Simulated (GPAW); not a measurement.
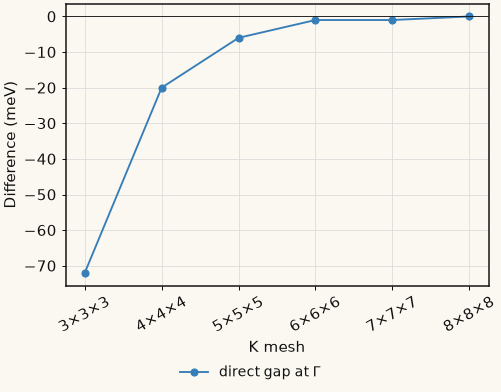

Gaps of zincblende GaN, space group F-43m, 2 atoms in the primitive cell (cubic a = 4.507 Å) as the k mesh is raised, all else fixed. The plot shows differences from the last run. Method: r2SCAN, GPAW PAW data sets (gpaw-data 1.2.1), no spin polarisation, no spin-orbit coupling, 650 eV cutoff, Fermi-Dirac smearing of 0.001 eV (GPAW).

### How well are these gaps converged with the k mesh?

The direct gap at Γ starts −72 meV from the last run and stays within 10 meV of it from 5×5×5 on.

```csv
k mesh,direct gap at Γ (eV)
3×3×3,2.211
4×4×4,2.263
5×5×5,2.277
6×6×6,2.282
7×7×7,2.282
8×8×8,2.283
```

The PAW data sets were made with another functional. LDA, GGA and most meta-GGA functionals understate gaps. The usual form of GaN is wurtzite. The potentials hold the d shell of Ga in the core, which widens gaps.
